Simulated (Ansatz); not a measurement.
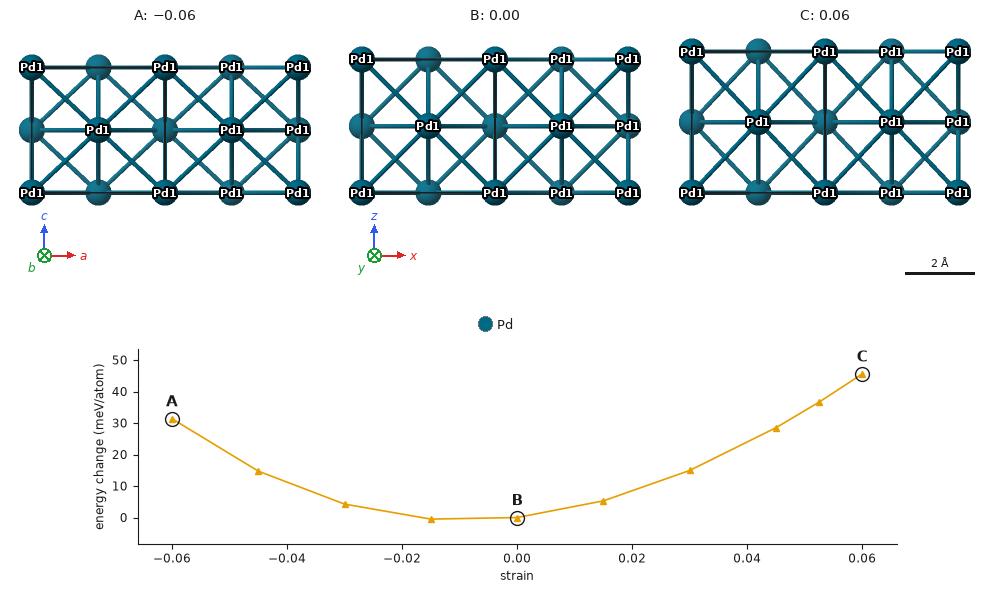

Solid Pd (Fm-3m): the cell is strained along z alone, with the atoms kept at their fractional coordinates. x, y and z are the Cartesian axes of the input. The lettered frames are marked on the plot. Style: ball-and-stick. Shown: the conventional cell (4 times the calculation's cell), repeated 2 × 2 × 1 with one cell outlined, along the b axis. Lengths and directions refer to the drawn axes.

The calculation used Ansatz 0.2.0, DFT PBEsol, scalar-relativistic, plane waves, PAW. Settings: plane-wave cutoff 420 eV; k-point mesh 20 × 20 × 20; occupations gaussian; smearing width 0.15 eV; no spin polarisation. Energies (free energies at the smearing named) are counted from the cell as listed in its source, which wasn't relaxed.

### What does the scan show?

Of the computed points the lowest is at the strain −0.015, −0.5 meV/atom. The unrelaxed reference is under a pressure of −2.2 GPa, which tilts the curve. The distortion takes the space group from Fm-3m to I4/mmm. At the strain −0.06 the cell of the drawing goes c 3.890 → 3.656 Å.
